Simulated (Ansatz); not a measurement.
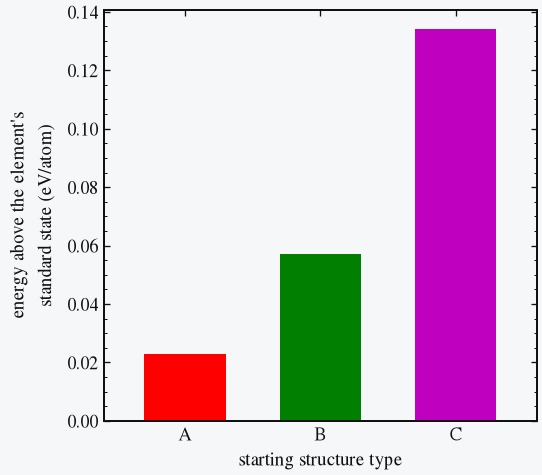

The picture above shows the energy above the element's standard state of each starting structure type for Ga. The labels are replaced by letters. In alphabetical order the cases are: N type; beta-tungsten (A15); lonsdaleite type.

Calculation (Ansatz 0.2.0): a formula put on the sites of a structure type, uncorrected energy per atom over the elements' standard states (H N O F Cl as gases), plane-wave PAW DFT, cell and atoms relaxed at 0 K and 0 GPa, spin start parallel or as listed, metals to 4 meV/atom. Level: PBE, no spin polarisation.

- wave cutoff: 420 eV

The names give the starting types; a cell can relax into another structure.

**Which letter stands for which starting structure type?**

A: N type (0.023 eV/atom); B: beta-tungsten (A15) (0.057 eV/atom); C: lonsdaleite type (0.134 eV/atom).
